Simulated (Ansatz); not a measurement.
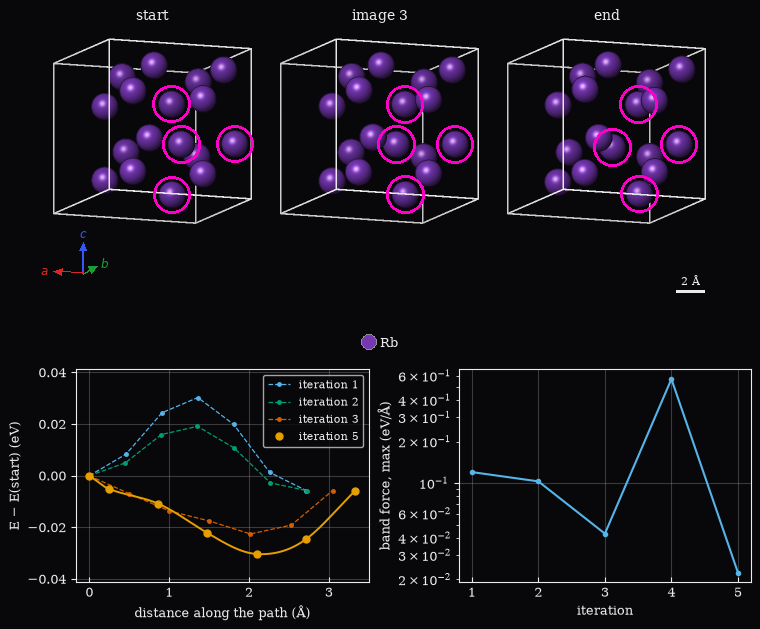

A search for the minimum-energy path of Rb with an interstitial Rb (17 atoms in the cell) by the nudged elastic band. Images are numbered from 0 (start) to 6 (end). The plot follows the band through its iterations. A spheres-only model of the simulation cell (origin moved), seen from a free direction. The atoms that move most are ringed.

All numbers below come from DFT PBEsol, scalar-relativistic, plane waves, PAW (Ansatz). Run with plane-wave cutoff 420 eV; k-point mesh 2 × 2 × 2; Gaussian smearing 0.05 eV; 5 movable images; climbing image; force threshold 0.05 eV/Å; iteration limit 67; starting path by image-dependent pair potential.

Judge this run.

Answer. The run is converged, with reservations. The band converged in 5 iterations. The largest component of the band force went from 0.12 to 0.022 eV/Å. The first iteration put the highest image at 0.030 eV. Relative to the start the highest point is image 0 at 0.000 eV and the end lies at −0.006 eV, but the profile dips to −0.030 eV at image 4 on the way, so there is an intermediate minimum on the way.
